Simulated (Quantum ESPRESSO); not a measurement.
# Run report: SrO, geometry relaxation (part 1 of 2)

The run: geometry relaxation of SrO (I4/mmm, 2 atoms in the cell). Method and program: Kohn-Sham DFT of a periodic cell, PBE with MBD, SG15 PBE 1.2, no spin polarisation (Quantum ESPRESSO 7.5).

The structure derives from an entry of the Crystallography Open Database.

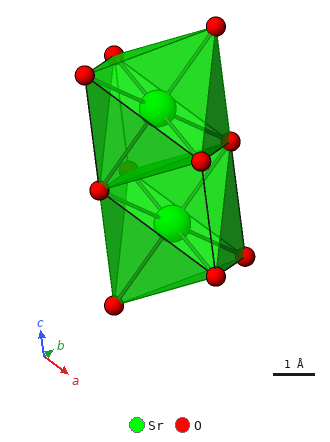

Fig. 1: The structure as given in the input (polyhedral view of the reduced cell, seen slightly off an axis; polyhedra are completed across the faces of the cell).

The input:
```
&CONTROL
  calculation = 'relax'
  prefix = 'pwscf'
  outdir = './tmp'
  pseudo_dir = './pseudo'
  tprnfor = .true.
  tstress = .true.
  disk_io = 'low'
  nstep = 40
  forc_conv_thr = 0.0001
  etot_conv_thr = 1d-05
/
&SYSTEM
  ibrav = 0
  nat = 2
  ntyp = 2
  ecutwfc = 88
  nbnd = 14
  occupations = 'fixed'
  vdw_corr = 'mbd'
/
&ELECTRONS
  conv_thr = 4d-10
  electron_maxstep = 120
  mixing_beta = 0.5
/
&IONS
  ion_dynamics = 'bfgs'
/
ATOMIC_SPECIES
Sr    87.6200 Sr_ONCV_PBE-1.2.upf
O     15.9990 O_ONCV_PBE-1.2.upf
CELL_PARAMETERS angstrom
   0.0000000000    2.5663000000    2.5663000000
   2.5791315000    0.0000000000    2.5663000000
   2.5791315000    2.5663000000    0.0000000000
ATOMIC_POSITIONS crystal
Sr     0.5000000000    0.5000000000    0.5000000000
O      0.0000000000    0.0000000000    0.0000000000
K_POINTS automatic
9 9 9 0 0 0
```

Run on 1 thread of Arm Neoverse N1, 24 GiB of memory available, shared host.

Launched with:
```bash
OMP_NUM_THREADS=1 pw.x -in pw.in > pw.out
```

The program's output:
```
This program is part of the open-source Quantum ESPRESSO suite
     for quantum simulation of materials; please cite
         "P. Giannozzi et al., J. Phys.:Condens. Matter 21 395502 (2009);
         "P. Giannozzi et al., J. Phys.:Condens. Matter 29 465901 (2017);
         "P. Giannozzi et al., J. Chem. Phys. 152 154105 (2020);
          URL
     in publications or presentations arising from this work. More details at

     Message from routine setup:
     using ibrav=0 with symmetry is DISCOURAGED, use correct ibrav instead

     G-vector sticks info
     --------------------
     sticks:   dense  smooth     PW     G-vecs:    dense   smooth      PW
     Sum        1151    1151    349                25597    25597    4111

     Using Slab Decomposition

     bravais-lattice index     =            0
     lattice parameter (alat)  =       6.8584  a.u.
     unit-cell volume          =     229.2529 (a.u.)^3
     number of atoms/cell      =            2
     number of atomic types    =            2
     number of electrons       =        16.00
     number of Kohn-Sham states=           14
     kinetic-energy cutoff     =      88.0000  Ry
     charge density cutoff     =     352.0000  Ry
     scf convergence threshold =      4.0E-10
     mixing beta               =       0.5000
     number of iterations used =            8  plain     mixing
     energy convergence thresh.=      1.0E-05
     force convergence thresh. =      1.0E-04
     Exchange-correlation= PBE
                           (   1   4   3   4   0   0   0)
     nstep                     =           40

     celldm(1)=   6.858376  celldm(2)=   0.000000  celldm(3)=   0.000000
     celldm(4)=   0.000000  celldm(5)=   0.000000  celldm(6)=   0.000000

     crystal axes: (cart. coord. in units of alat)
               a(1) = (   0.000000   0.707107   0.707107 )
               a(2) = (   0.710642   0.000000   0.707107 )
               a(3) = (   0.710642   0.707107   0.000000 )

     reciprocal axes: (cart. coord. in units 2 pi/alat)
               b(1) = ( -0.703589  0.707107  0.707107 )
               b(2) = (  0.703589 -0.707107  0.707107 )
               b(3) = (  0.703589  0.707107 -0.707107 )

     PseudoPot. # 1 for Sr read from file:
     Sr_ONCV_PBE-1.2.upf
     Pseudo is Norm-conserving, Zval = 10.0
     Generated using ONCVPSP code by D. R. Hamann
     Using radial grid of  602 points,  6 beta functions with:
                l(1) =   0
                l(2) =   0
                l(3) =   1
                l(4) =   1
                l(5) =   2
                l(6) =   2

     PseudoPot. # 2 for O  read from file:
     O_ONCV_PBE-1.2.upf
     Pseudo is Norm-conserving, Zval =  6.0
     Generated using ONCVPSP code by D. R. Hamann
     Using radial grid of  602 points,  4 beta functions with:
                l(1) =   0
                l(2) =   0
                l(3) =   1
                l(4) =   1

     atomic species   valence    mass     pseudopotential
     Sr               10.00    87.62000     Sr( 1.00)
     O                 6.00    15.99900     O ( 1.00)

     16 Sym. Ops., with inversion, found

   Cartesian axes

     site n.     atom                  positions (alat units)
         1        Sr     tau(   1) = (   0.7106423   0.7071068   0.7071068  )
         2        O      tau(   2) = (   0.0000000   0.0000000   0.0000000  )

     number of k points=    75
                       cart. coord. in units 2pi/alat
        k(    1) = (   0.0000000   0.0000000   0.0000000), wk =   0.0027435
        k(    2) = (   0.0781765   0.0785674  -0.0785674), wk =   0.0219479
        k(    3) = (   0.1563531   0.1571348  -0.1571348), wk =   0.0219479
        k(    4) = (   0.2345296   0.2357023  -0.2357023), wk =   0.0219479
        k(    5) = (   0.3127061   0.3142697  -0.3142697), wk =   0.0219479
        k(    6) = (   0.1563531  -0.0000000   0.0000000), wk =   0.0054870
        k(    7) = (   0.2345296   0.0785674  -0.0785674), wk =   0.0219479
        k(    8) = (   0.3127061   0.1571348  -0.1571348), wk =   0.0219479
        k(    9) = (   0.3908827   0.2357023  -0.2357023), wk =   0.0219479
        k(   10) = (  -0.2345296  -0.3928371   0.3928371), wk =   0.0219479
        k(   11) = (  -0.1563531  -0.3142697   0.3142697), wk =   0.0219479
        k(   12) = (  -0.0781765  -0.2357023   0.2357023), wk =   0.0219479
        k(   13) = (  -0.0000000  -0.1571348   0.1571348), wk =   0.0109739
        k(   14) = (   0.3127061  -0.0000000   0.0000000), wk =   0.0054870
        k(   15) = (   0.3908827   0.0785674  -0.0785674), wk =   0.0219479
        k(   16) = (   0.4690592   0.1571348  -0.1571348), wk =   0.0219479
        k(   17) = (  -0.1563531  -0.4714045   0.4714045), wk =   0.0219479
        k(   18) = (  -0.0781765  -0.3928371   0.3928371), wk =   0.0219479
        k(   19) = (  -0.0000000  -0.3142697   0.3142697), wk =   0.0109739
        k(   20) = (   0.4690592  -0.0000000   0.0000000), wk =   0.0054870
        k(   21) = (   0.5472358   0.0785674  -0.0785674), wk =   0.0219479
        k(   22) = (  -0.0781765  -0.5499719   0.5499719), wk =   0.0219479
        k(   23) = (  -0.0000000  -0.4714045   0.4714045), wk =   0.0109739
        k(   24) = (   0.6254123  -0.0000000   0.0000000), wk =   0.0054870
        k(   25) = (  -0.0000000  -0.6285394   0.6285394), wk =   0.0109739
        k(   26) = (   0.0000000   0.1571348   0.0000000), wk =   0.0109739
        k(   27) = (   0.0781765   0.2357023  -0.0785674), wk =   0.0438957
        k(   28) = (   0.1563531   0.3142697  -0.1571348), wk =   0.0438957
        k(   29) = (   0.2345296   0.3928371  -0.2357023), wk =   0.0438957
        k(   30) = (  -0.3908827  -0.2357023   0.3928371), wk =   0.0438957
        k(   31) = (  -0.3127061  -0.1571348   0.3142697), wk =   0.0438957
        k(   32) = (  -0.2345296  -0.0785674   0.2357023), wk =   0.0438957
        k(   33) = (  -0.1563531  -0.0000000   0.1571348), wk =   0.0219479
        k(   34) = (   0.3127061   0.1571348   0.0000000), wk =   0.0219479
        k(   35) = (   0.3908827   0.2357023  -0.0785674), wk =   0.0438957
        k(   36) = (  -0.2345296  -0.3928371   0.5499719), wk =   0.0438957
        k(   37) = (  -0.1563531  -0.3142697   0.4714045), wk =   0.0438957
        k(   38) = (  -0.0781765  -0.2357023   0.3928371), wk =   0.0438957
        k(   39) = (  -0.0000000  -0.1571348   0.3142697), wk =   0.0219479
        k(   40) = (   0.4690592   0.1571348   0.0000000), wk =   0.0219479
        k(   41) = (  -0.1563531  -0.4714045   0.6285394), wk =   0.0438957
        k(   42) = (  -0.0781765  -0.3928371   0.5499719), wk =   0.0438957
        k(   43) = (   0.0000000  -0.3142697   0.4714045), wk =   0.0219479
        k(   44) = (  -0.0781765  -0.5499719   0.7071068), wk =   0.0219479
        k(   45) = (  -0.0000000  -0.4714045   0.6285394), wk =   0.0219479
        k(   46) = (   0.0000000   0.3142697   0.0000000), wk =   0.0109739
        k(   47) = (   0.0781765   0.3928371  -0.0785674), wk =   0.0438957
        k(   48) = (   0.1563531   0.4714045  -0.1571348), wk =   0.0438957
        k(   49) = (  -0.4690592  -0.1571348   0.4714045), wk =   0.0438957
        k(   50) = (  -0.3908827  -0.0785674   0.3928371), wk =   0.0438957
        k(   51) = (  -0.3127061   0.0000000   0.3142697), wk =   0.0219479
        k(   52) = (   0.1563531   0.3142697   0.0000000), wk =   0.0219479
        k(   53) = (   0.2345296   0.3928371  -0.0785674), wk =   0.0438957
        k(   54) = (  -0.3908827  -0.2357023   0.5499719), wk =   0.0438957
        k(   55) = (  -0.2345296  -0.3928371   0.7071068), wk =   0.0219479
        k(   56) = (  -0.1563531  -0.3142697   0.6285394), wk =   0.0438957
        k(   57) = (  -0.0781765  -0.2357023   0.5499719), wk =   0.0438957
        k(   58) = (  -0.0000000  -0.1571348   0.4714045), wk =   0.0219479
        k(   59) = (  -0.0781765  -0.3928371   0.7071068), wk =   0.0219479
        k(   60) = (  -0.0000000  -0.3142697   0.6285394), wk =   0.0219479
        k(   61) = (  -0.0000000   0.4714045   0.0000000), wk =   0.0109739
        k(   62) = (   0.0781765   0.5499719  -0.0785674), wk =   0.0438957
        k(   63) = (  -0.5472358  -0.0785674   0.5499719), wk =   0.0438957
        k(   64) = (  -0.4690592  -0.0000000   0.4714045), wk =   0.0219479
        k(   65) = (   0.1563531   0.4714045   0.0000000), wk =   0.0219479
        k(   66) = (  -0.4690592  -0.1571348   0.6285394), wk =   0.0438957
        k(   67) = (  -0.3908827  -0.0785674   0.5499719), wk =   0.0438957
        k(   68) = (  -0.3127061  -0.0000000   0.4714045), wk =   0.0219479
        k(   69) = (  -0.0781765  -0.2357023   0.7071068), wk =   0.0219479
        k(   70) = (  -0.0000000  -0.1571348   0.6285394), wk =   0.0219479
        k(   71) = (   0.0000000   0.6285394   0.0000000), wk =   0.0109739
        k(   72) = (  -0.6254123   0.0000000   0.6285394), wk =   0.0219479
        k(   73) = (  -0.5472358  -0.0785674   0.7071068), wk =   0.0219479
        k(   74) = (  -0.4690592  -0.0000000   0.6285394), wk =   0.0219479
        k(   75) = (  -0.3908827  -0.0785674   0.7071068), wk =   0.0219479

     Dense  grid:    25597 G-vectors     FFT dimensions: (  45,  45,  45)

   TS-vdW initialization
   ---------------------

   Determining TS-vdW damping function parameters...
     ddamp = 20.000000
     sR =  0.940000
   Initializing species #   1 with atomic symbol Sr
     Equispaced/Uniform radial atomic grid detected...
     Radial grid parameter: NrgpA is   602.
     Radial grid parameter: gfctrA is  1.000000.
     Radial grid parameter: dxA is  0.010000.
     The number of valence electrons, eref, is         9.719223813774734.
     The reference free atom volume, vref, is       165.204801054409899 bohr^3.
     Determining intial radial grid cutoff...
     An acceptable radial grid cutoff was determined by retaining  599 of  602 radial grid points.
     The magnitude of the atomic pseudo-density at the radial grid cutoff is  4.932677E-04.
     Using this radial grid cutoff value of         5.980000000000000 au:
     The free atom volume computed with this cutoff is       164.258488499194726 bohr^3 with an error of  0.573%.
     Linear grid spacing was computed as:         0.006980000000000 bohr.
     The free atom static dipole polarizability is    199.000000 bohr^3.
     The free atom homonuclear C6 coefficient is   3170.000000 Hartree bohr^6.
     The free atom vdW radius is      4.540000 bohr.
   Initializing species #   2 with atomic symbol O
     Equispaced/Uniform radial atomic grid detected...
     Radial grid parameter: NrgpA is   602.
     Radial grid parameter: gfctrA is  1.000000.
     Radial grid parameter: dxA is  0.010000.
     The number of valence electrons, eref, is         5.999047042838392.
     The reference free atom volume, vref, is        23.506835845579712 bohr^3.
     Determining intial radial grid cutoff...
     An acceptable radial grid cutoff was determined by retaining  551 of  602 radial grid points.
     The magnitude of the atomic pseudo-density at the radial grid cutoff is  9.420453E-06.
     Using this radial grid cutoff value of         5.500000000000000 au:
     The free atom volume computed with this cutoff is        23.278568025685153 bohr^3 with an error of  0.971%.
     Linear grid spacing was computed as:         0.006500000000000 bohr.
     The free atom static dipole polarizability is      5.400000 bohr^3.
     The free atom homonuclear C6 coefficient is     15.600000 Hartree bohr^6.
     The free atom vdW radius is      3.190000 bohr.
     Message from routine mbdlib:
     k-point shift ignored
     mbdlib: K-point grid set to   9  9  9, shift: 0.50

     Initial potential from superposition of free atoms

     starting charge      15.7183, renormalised to      16.0000
     Starting wfcs are random

     Self-consistent Calculation

     iteration #  1     ecut=    88.00 Ry     beta= 0.50
     Davidson diagonalization with overlap
     ethr =  1.00E-02,  avg # of iterations =  8.8

     total energy              =     -94.32524913 Ry
     estimated scf accuracy    <       0.40340379 Ry

     iteration #  2     ecut=    88.00 Ry     beta= 0.50
     Davidson diagonalization with overlap
     ethr =  2.52E-03,  avg # of iterations =  2.0

     total energy              =     -94.41985819 Ry
     estimated scf accuracy    <       0.28392601 Ry

     iteration #  3     ecut=    88.00 Ry     beta= 0.50
     Davidson diagonalization with overlap
     ethr =  1.77E-03,  avg # of iterations =  1.9

     total energy              =     -94.47262248 Ry
     estimated scf accuracy    <       0.00763335 Ry

     iteration #  4     ecut=    88.00 Ry     beta= 0.50
     Davidson diagonalization with overlap
     ethr =  4.77E-05,  avg # of iterations =  2.9

     total energy              =     -94.47377123 Ry
     estimated scf accuracy    <       0.00191369 Ry

     iteration #  5     ecut=    88.00 Ry     beta= 0.50
     Davidson diagonalization with overlap
     ethr =  1.20E-05,  avg # of iterations =  2.3

     total energy              =     -94.47421502 Ry
     estimated scf accuracy    <       0.00003389 Ry

     iteration #  6     ecut=    88.00 Ry     beta= 0.50
     Davidson diagonalization with overlap
     ethr =  2.12E-07,  avg # of iterations =  2.2

     total energy              =     -94.47421803 Ry
     estimated scf accuracy    <       0.00000948 Ry

     iteration #  7     ecut=    88.00 Ry     beta= 0.50
     Davidson diagonalization with overlap
     ethr =  5.92E-08,  avg # of iterations =  2.0

     total energy              =     -94.47421646 Ry
     estimated scf accuracy    <       0.00000088 Ry

     iteration #  8     ecut=    88.00 Ry     beta= 0.50
     Davidson diagonalization with overlap
     ethr =  5.51E-09,  avg # of iterations =  1.0

     total energy              =     -94.47421709 Ry
     estimated scf accuracy    <          8.3E-09 Ry

     iteration #  9     ecut=    88.00 Ry     beta= 0.50
     Davidson diagonalization with overlap
     ethr =  5.19E-11,  avg # of iterations =  2.0

     total energy              =     -94.47421727 Ry
     estimated scf accuracy    <          2.9E-09 Ry

     iteration # 10     ecut=    88.00 Ry     beta= 0.50
     Davidson diagonalization with overlap
     ethr =  1.84E-11,  avg # of iterations =  1.1
     Message from routine mbdlib:
     MBD wavefunction derivatives not yet supported. Performing non-self-consistent MBD calculation upon SCF convergence.

     End of self-consistent calculation

          k = 0.0000 0.0000 0.0000 (  3143 PWs)   bands (ev):

   -24.4495  -7.1881  -6.0845  -6.0814  -6.0809   7.8387   7.8563   7.8563
    11.8194  14.0864  14.1223  14.1245  16.2674  16.3334

          k = 0.0782 0.0786-0.0786 (  3194 PWs)   bands (ev):

   -24.4335  -7.4871  -6.0939  -6.0902  -5.8233   7.4830   7.6908   7.7005
    12.3821  13.9698  14.3414  14.3644  16.5882  16.6562

          k = 0.1564 0.1571-0.1571 (  3195 PWs)   bands (ev):

   -24.3927  -7.9969  -6.1198  -6.1135  -5.4149   6.7610   7.3352   7.3412
    13.6374  13.8879  15.0168  15.0331  17.4196  17.4911

          k = 0.2345 0.2357-0.2357 (  3194 PWs)   bands (ev):

   -24.3458  -8.4278  -6.1487  -6.1396  -5.0997   6.1125   6.9775   6.9795
    14.0548  15.0906  15.9311  15.9400  18.5104  18.5806

          k = 0.3127 0.3143-0.3143 (  3194 PWs)   bands (ev):

   -24.3147  -8.6687  -6.1674  -6.1563  -4.9343   5.7431   6.7638   6.7648
    14.3639  16.0823  16.6440  16.6516  19.5857  19.6426

          k = 0.1564-0.0000 0.0000 (  3203 PWs)   bands (ev):

   -24.4285  -7.5161  -6.1248  -6.1244  -5.7651   7.2085   7.8020   7.8020
    12.4666  13.5242  14.6376  14.6397  16.4995  16.9023

          k = 0.2345 0.0786-0.0786 (  3200 PWs)   bands (ev):

   -24.3964  -7.8583  -6.1666  -6.1491  -5.5140   6.7338   7.5438   7.6241
    13.2434  13.3428  15.1984  15.3145  16.9754  17.6264

          k = 0.3127 0.1571-0.1571 (  3204 PWs)   bands (ev):

   -24.3517  -8.2517  -6.1971  -6.1825  -5.2642   6.3142   7.1119   7.2850
    13.4422  14.5565  15.9580  16.1841  17.9742  18.4834

          k = 0.3909 0.2357-0.2357 (  3196 PWs)   bands (ev):

   -24.3152  -8.5288  -6.2338  -6.2019  -5.0904   6.0056   6.8472   6.9641
    14.0069  15.3190  16.8370  16.8945  19.2200  19.3783
```
